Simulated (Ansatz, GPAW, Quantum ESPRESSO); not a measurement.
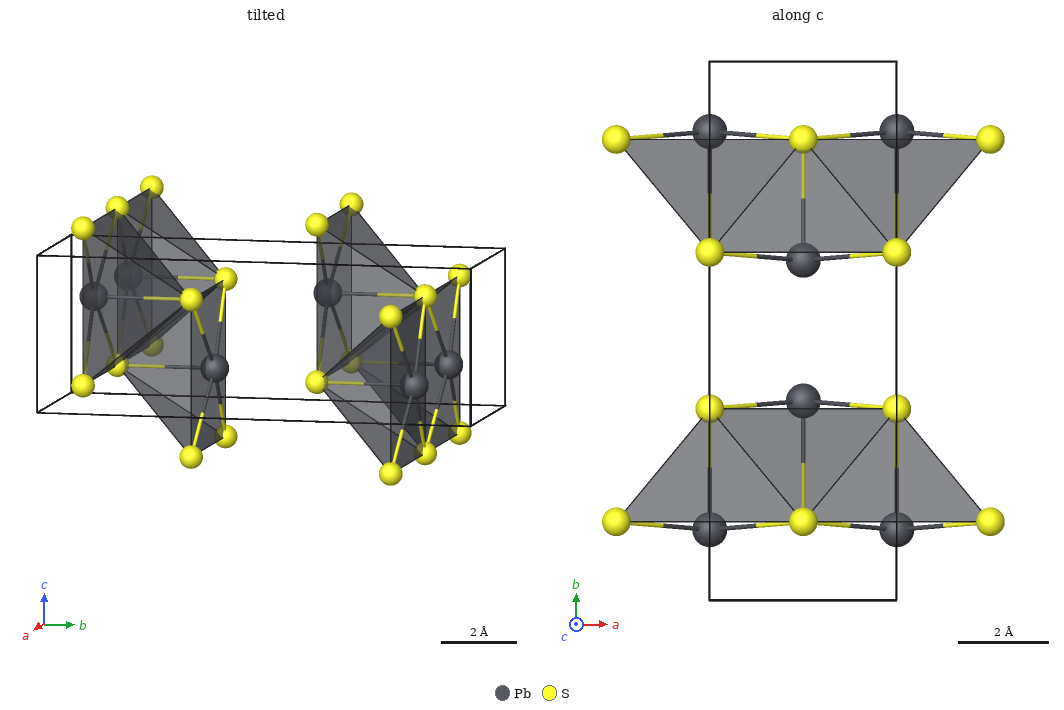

PbS, space group Cmcm (No. 63), a = 4.160 Å, b = 11.983 Å, c = 4.279 Å, α = 90.00°, β = 90.00°, γ = 90.00° (26.66 Å³/atom). A polyhedral rendering, viewed slightly off an axis and along the c axis. One conventional unit cell is framed, with atoms on its boundary repeated. Some atoms of the next cells are drawn as well. The cell is a structure listed in the Materials Project. Other forms of this composition are known.

The cell was scaled uniformly, at fixed shape and fractional positions, in four programs or potential sets. Alike in all runs: functional PBE; k mesh 7 × 7 × 6 on the run's cell of 4 atoms; occupations fermi-dirac, width 0.05 eV; no spin polarisation; no spin-orbit coupling.

Energies from Quantum ESPRESSO (SSSP 1.3 efficiency):

```tsv
volume (Å³/atom)	E − E(lowest point) (meV/atom)
25.064	32.23
25.597	17.74
26.130	7.84
26.664	2.06
27.197	0.00
27.730	1.28
28.263	5.56
```

Q: What equilibrium volume and bulk modulus do these points give?

A: V0 = 27.25 Å³/atom, B0 = 50.7 GPa and B0′ = 4.4. V0 lies 2.2 % above the volume of the cell as given.

The same fit in all programs:

```tsv
program	V0 (Å³/atom)	B0 (GPa)	B0′
Quantum ESPRESSO (SSSP 1.3 efficiency)	27.25	50.7	4.4
Ansatz (Ansatz PAW soft_1)	27.21	50.6	4.4
GPAW (PAW data 1.2.1)	27.11	50.8	4.4
Ansatz LAPW (all-electron)	?	?	?
```

Q: Estimate the row of Ansatz LAPW (all-electron).

A: V0 = 27.21 Å³/atom, B0 = 50.6 GPa and B0′ = 4.3. The other rows span 27.11 to 27.25 Å³/atom and 50.6 to 50.8 GPa.

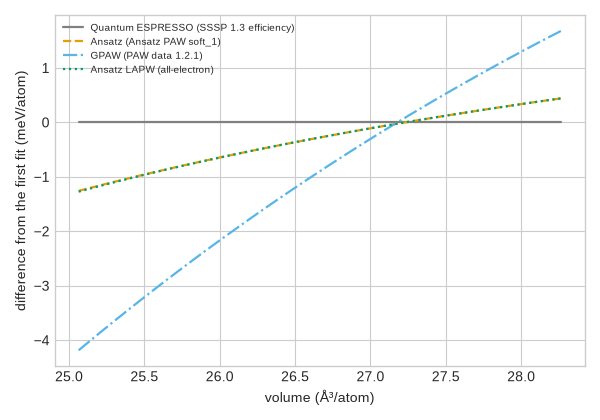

Each fitted curve, counted from its own minimum, less that of Quantum ESPRESSO (SSSP 1.3 efficiency). With one functional throughout, the spread comes from potentials, basis sets and numerical settings; B0′ is uncertain by a few tenths over so narrow a range.

Caveat: the cell was scaled at fixed shape and fractional positions, which overstates the stiffness of a crystal with free parameters, most of all of layers and chains; spin-orbit coupling matters for Pb, in volumes and forces too.
